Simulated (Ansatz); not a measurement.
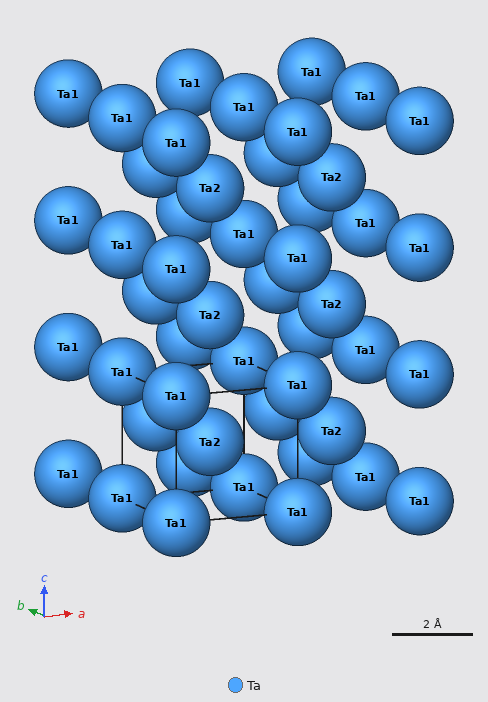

**Figure 1.** The input geometry (spheres-only view of the cell of the calculation, set on other vectors, repeated 2 × 2 × 3, seen slightly off an axis; atoms are numbered from 1 in the order of the input).

# Ta: single-point calculation

- system: Ta (I4/mmm, 2 atoms in the cell)
- method: DFT, PBE, plane waves, norm-conserving potentials, spin-polarised (Ansatz 0.2.0)

The structure derives from a Materials Project entry. Figures and captions count atoms from 1; the log counts them from 0 in places.

What the program printed:
```
Warning: basis.ecutwfc = 420 eV is below the records' recommended 1000 eV, and the density's cutoff is lower with it unless basis.ecutrho_ratio is high enough to keep the records' density cutoff: compare with a run at a higher cutoff
band count auto-derived: 34 (N_el = 54.0; filled up to band 27; 33 by the electrons, moments and atoms)
Engine: ansatz 0.2.0, x86_64-unknown-linux-gnu
Pseudopotentials: kind: nc
Pseudopotential: Ta, nc, valence charge 27, recommended cutoff 1000 eV (normal), Ta.nc.azcp
Functional definition: PBE
  parameter kappa = 0.804
  parameter beta = 0.06672455060314922
  exchange = pbe_x(kappa = kappa, mu = beta*pi^2/3)
  correlation = pbe_c(beta = beta)
Crystal: 2 atoms, lattice volume = 36.412 Å³
Basis set: ecut = 420 eV, 723 PW (Γ), exchange–correlation on 48×48×48 points (8 copies of the dense FFT grid, shifted against one another)
Bands: 34, of which v1, the nominal top of the filled ones, is band 27 counted from 1 (26 counted from 0)
Symmetry: 32 space group operations
Space group: I4/mmm (ITA 139), of the structure as read, at distance tolerance 3.3e-5 Å
k-points: 405 of 4096
Non-local potential: Ta, projectors of the file, l = 0: 2, l = 1: 2, l = 2: 2, l = 3: 2
Initial density: superposition of atomic densities (chi_scale 0.1, normalization cell)
Initial wavefunctions: pseudopotential atomic-orbital guess
Functional: x = pbe(κ = 0.804, μ = 0.2195149727645171), c = pbe(β = 0.06672455060314922)
SCF iter   1: F=—  HF=-15822.723718 eV  |F-HF|=—  |Δ(HF+E_count)|=         —  Δρ=5.09e-1 (↑5.09e-1 ↓5.09e-1)  dr2=1.18e2  dr2_m=0.00e0  M=0.000 μB ∫|m|=0.000 μB  β_m=0.50  ethr=3.10e-3  ⟨swp⟩=3.7  Hψ=51348  notcnv=0  defer=3
preconditioner: auto → Kerker (q_TF=auto, 2.914 Å⁻¹)  [metal: Δε(μ)=0.002 eV  Ē_g=16.826 eV  σ=0.100 eV  W_gap=0.01  n_scr=18 (ndim 8)  ℏωp=43.5 eV  f_vac=0.000  D(μ)=2.62/eV (n_scr^D=26)]
spin=Collinear: Kerker preconditioning applied to the charge; magnetization (m = ρ↑ − ρ↓) channel mixes plain (no charge-response kernel on spin).
SCF iter   2: F=—  HF=-15788.290968 eV  |F-HF|=—  |Δ(HF+E_count)|=    3.44e1  Δρ=2.45e-1 (↑2.45e-1 ↓2.45e-1)  dr2=2.58e1  dr2_m=0.00e0  M=0.000 μB ∫|m|=0.000 μB  β_m=0.50  ethr=3.10e-3  ⟨swp⟩=3.8  Hψ=41567  notcnv=0  defer=715  κ⁻¹=1.0e0(r=1)
SCF iter   3: F=—  HF=-15775.151111 eV  |F-HF|=—  |Δ(HF+E_count)|=    1.31e1  Δρ=6.72e-2 (↑6.72e-2 ↓5.27e-2)  dr2=1.55e-1  dr2_m=1.08e0  M=3.297 μB ∫|m|=3.297 μB  ethr=3.10e-3  ⟨swp⟩=3.1  Hψ=33323  notcnv=0  defer=691
Mixer restart at iter 3: flushing history
SCF iter   4: F=—  HF=-15777.135119 eV  |F-HF|=—  |Δ(HF+E_count)|=         —  Δρ=4.62e-2 (↑3.52e-2 ↓4.62e-2)  dr2=1.06e-1  dr2_m=4.43e-1  M=1.236 μB ∫|m|=1.236 μB  β_m=0.80  ethr=2.88e-4  ⟨swp⟩=4.3  Hψ=59517  notcnv=0  defer=598
SCF iter   5: F=—  HF=-15777.427966 eV  |F-HF|=—  |Δ(HF+E_count)|=   2.93e-1  Δρ=2.06e-2 (↑1.49e-2 ↓2.06e-2)  dr2=3.03e-2  dr2_m=7.48e-2  M=0.769 μB ∫|m|=0.770 μB  β_m=2.00  ethr=1.96e-4  ⟨swp⟩=1.5  Hψ=34336  notcnv=0  defer=702  κ⁻¹=1.0e0(r=1)
SCF iter   6: F=—  HF=-15777.513461 eV  |F-HF|=—  |Δ(HF+E_count)|=   8.55e-2  Δρ=5.65e-3 (↑4.73e-3 ↓5.65e-3)  dr2=1.02e-3  dr2_m=8.08e-3  M=0.192 μB ∫|m|=0.192 μB  β_m=2.00  ethr=5.62e-5  ⟨swp⟩=2.0  Hψ=41578  notcnv=0  defer=704  κ⁻¹=7.6e-3(r=2)
SCF iter   7: F=—  HF=-15777.518241 eV  |F-HF|=—  |Δ(HF+E_count)|=   4.78e-3  Δρ=1.48e-3 (↑1.41e-3 ↓1.48e-3)  dr2=6.60e-5  dr2_m=6.52e-4  M=0.091 μB ∫|m|=0.091 μB  β_m=2.00  ethr=1.88e-6  ⟨swp⟩=2.0  Hψ=39307  notcnv=0  defer=704  κ⁻¹=1.4e-3(r=3)
Mixer restart at iter 7: flushing history
SCF iter   8: F=—  HF=-15777.519328 eV  |F-HF|=—  |Δ(HF+E_count)|=         —  Δρ=2.80e-4 (↑2.80e-4 ↓2.80e-4)  dr2=3.29e-5  dr2_m=0.00e0  M=0.000 μB ∫|m|=0.000 μB  β_m=0.50  ethr=1.22e-7  ⟨swp⟩=4.7  Hψ=37331  notcnv=0  defer=142
SCF iter   9: F=—  HF=-15777.447013 eV  |F-HF|=—  |Δ(HF+E_count)|=   7.23e-2  Δρ=3.06e-4 (↑3.06e-4 ↓3.06e-4)  dr2=3.37e-5  dr2_m=0.00e0  M=0.000 μB ∫|m|=0.000 μB  β_m=0.50  ethr=6.09e-8  ⟨swp⟩=3.0  Hψ=38209  notcnv=0  defer=164  κ⁻¹=1.0e0(r=1)
SCF iter  10: F=—  HF=-15777.447011 eV  |F-HF|=—  |Δ(HF+E_count)|=   1.27e-6  Δρ=2.38e-4 (↑2.38e-4 ↓2.38e-4)  dr2=2.07e-5  dr2_m=0.00e0  M=0.000 μB ∫|m|=0.000 μB  β_m=0.50  ethr=6.09e-8  ⟨swp⟩=1.0  Hψ=13104  notcnv=0  defer=164  κ⁻¹=5.4e-2(r=2)
SCF iter  11: F=—  HF=-15777.447011 eV  |F-HF|=—  |Δ(HF+E_count)|=   3.88e-7  Δρ=2.94e-5 (↑2.94e-5 ↓2.94e-5)  dr2=7.59e-7  dr2_m=0.00e0  M=0.000 μB ∫|m|=0.000 μB  β_m=0.50  ethr=3.83e-8  ⟨swp⟩=2.1  Hψ=22836  notcnv=0  defer=164  κ⁻¹=9.5e-5(r=3)
SCF iter  12: F=-15777.447011 eV  HF=-15777.447011 eV  |F-HF|=1.44e-10  |Δ(HF+E_count)|=   3.77e-7  Δρ=1.16e-5 (↑1.16e-5 ↓1.16e-5)  dr2=3.60e-8  dr2_m=0.00e0  M=0.000 μB ∫|m|=0.000 μB  ethr=1.85e-10  ⟨swp⟩=5.5  Hψ=57223  notcnv=0
SCF 1 converged in 12 iterations: F = -15777.447011 eV  dr2 = 3.60e-8
```

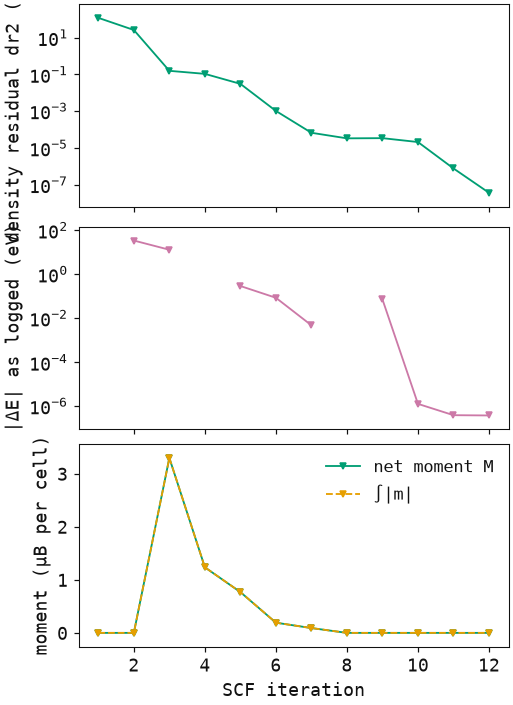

**Figure 2.** Convergence of the self-consistent field: density residual dr2, size of the energy change and magnetic moment against the SCF iteration. The residual falls almost steadily, with no more than small rises. The net moment starts and ends at 0.0 μB per cell, with excursions between 0.0 and 3.3 on the way, and ∫|m| falls to zero.

```
this state was not tested for a lower state beside it, because the mixer in use, unlike msr1, does not test its closes by its own steps (another_mixer; see scf.mixing.algorithm and scf.lower_state_search)
SCF converged after 12 iterations
Magnetization: 0.0000 μB (27.0000 up, 27.0000 down)
Absolute magnetization: 0.0000 μB (∫|ρ↑−ρ↓|)
Spin contamination: 0.0000 ħ² per cell (⟨S²⟩ above its minimum at these occupations)
Per-site moments (μB) at R_I (Å): [(0.0, 1.184260040379975), (0.0, 1.184260040379975)]
Free energy (F): -15777.447011 eV
Harris-Foulkes:  -15777.447011 eV  (|F-HF|=1.44e-10)
Internal energy: -15777.429345 eV  (E = F + TS)
E sigma→0 (E₀):  -15777.438178 eV
Entropy (-TS):   -0.017665 eV (-8.833 meV/atom)
Fermi energy:    25.358220 eV
--- Per-component energies (eV) ---
  E_band       = 188.391709
  E_kinetic    = 6135.762143
  E_local      = -8596.283847  (includes V_loc(G=0)·N_el)
  E_nonlocal   = -2364.524974
  E_hartree    = 3203.254391
  E_xc         = -2629.974098
  E_vxc        = -1393.076589  (∫ρ·V_xc dr)
  E_ewald      = -11525.662962
  E_smearing   = -0.017665  (= −TS)
  E_closure    = 0.000000  (closes the sum)
  Σ components = -15777.447011   (vs F -15777.447011, Δ=0.00e0)
--- Forces (eV/Å), atoms counted from 1 ---
  atom   1  Ta     0.00000000     0.00000000    -0.00000000
  atom   2  Ta    -0.00000000     0.00000000    -0.00000000
  max |Σ_I F_I| component: 2.18e-28 eV/Å
--- Stress (GPa, compression-positive) ---
      -50.441462      -0.000000       0.000000
        0.000000     -61.902634       0.000000
        0.000000       0.000000     -61.902634
  P = ⅓ Tr σ = -58.0822 GPa (-580.822 kbar)
--- Band table (eV; the first three rows and the last of 810) ---
  k-point 0 ↑: bands = ["-51.3770", "-51.3117", "-15.2371", "-15.2371", "-15.2067", "-14.8010", "-14.7985", "-14.7985", "8.9861", "9.3671", "9.7444", "9.7444", "10.3158", "10.3158", "10.8970", "11.9658", "12.2245", "12.2245", "12.4713", "12.4890", "13.5985", "13.5985", "18.6725", "22.1821", "22.2362", "25.4500", "25.7252", "25.7252", "28.0328", "28.3758", "30.1598", "30.1598", "30.2629", "34.5835"]
  k-point 1 ↑: bands = ["-51.3856", "-51.3118", "-15.2360", "-15.2328", "-15.2027", "-14.8060", "-14.8047", "-14.8026", "9.0142", "9.3918", "9.7631", "9.7770", "10.2730", "10.2927", "10.7472", "11.6454", "11.9901", "12.2511", "12.2537", "12.3569", "12.4255", "13.3275", "18.7461", "22.2340", "22.2811", "25.4513", "25.7240", "25.7615", "27.9708", "28.3817", "29.9687", "30.0310", "30.1052", "34.2257"]
  k-point 2 ↑: bands = ["-51.3772", "-51.3118", "-15.2325", "-15.2199", "-15.1907", "-14.8279", "-14.8158", "-14.8147", "9.0986", "9.4652", "9.8187", "9.8750", "10.6254", "10.9843", "11.0815", "12.0638", "12.3310", "12.3418", "12.3914", "12.4795", "12.5931", "12.6077", "18.9686", "22.3810", "22.4148", "25.4590", "25.7316", "25.8683", "27.7634", "28.4396", "29.4816", "29.4937", "29.9456", "33.3637"]
  k-point 404 ↓: bands = ["-51.3069", "-51.3069", "-15.1030", "-15.1030", "-15.0845", "-15.0845", "-15.0845", "-15.0845", "12.3810", "12.3810", "12.3810", "12.3810", "12.5724", "12.5724", "12.7050", "12.7050", "12.8576", "12.8576", "12.8576", "12.8576", "13.3675", "13.3675", "24.2197", "24.2197", "24.2197", "24.2197", "24.3516", "24.3516", "28.7453", "28.7453", "28.9230", "28.9230", "33.2794", "33.2794"]
```

This output came from the following input.

Input file:
```yaml
crystal:
  lattice:
    - [3.2526811433, 0.0, 0.0]
    - [0.0, 3.3458257909, 0.0]
    - [0.0, 0.0, 3.3458257909]
  atoms:
    - { symbol: Ta, position: [0.0, 0.0, 0.0] }
    - { symbol: Ta, position: [0.5, 0.5, 0.5] }
basis:
  ecutwfc: 420
kpoints:
  mp_grid: { grid: [16, 16, 16] }
hamiltonian:
  xc: pbe
  pseudopotentials: { kind: nc }
scf:
  occupations: { method: gaussian, width: 0.1 }
  mixing: { algorithm: anderson, beta: 0.5 }
output:
  forces: true
  eigenvalues: true
  stress: true
magnetization:
  spin_polarized: true
```

Launched with:
```bash
ansatz run input.yaml --threads 1 --pin off --max-ram 2560MiB --backend cpu --events-out ev --progress --plain --runs-dir out
```

Results in brief:

- outcome: converged
- space group (tolerance 0.01 Å): I4/mmm (139)
- electrons treated: 54
- free energy: −15777.4470 eV
- Fermi energy: 25.358 eV
- gap on the k-point mesh: none (metallic)
- net moment of the cell: 0.00 μB
- integrated absolute moment: 0.00 μB
- pressure: −58.08 GPa
- largest force (length of the vector): under 0.001 eV/Å
- hardware: 1 thread of Intel Xeon (Granite Rapids), 32 GiB of memory available, shared host
- wall time: 18 s
- peak memory: 0.72 GiB

Settings chosen away from the usual ones: magnetization set to {"spin_polarized": true}; scf.mixing.algorithm set to anderson; scf.mixing.beta set to 0.5; hamiltonian.pseudopotentials set to {"kind": "nc"}. These settings are looser than, or depart from, a standard set-up, so the numbers are not reference values for this system. Warnings of the run: the cutoff is below the recommended one; spin is on but no starting moments are given; the state was not tested for a lower one. Spin–orbit coupling is left out, which matters for Ta.
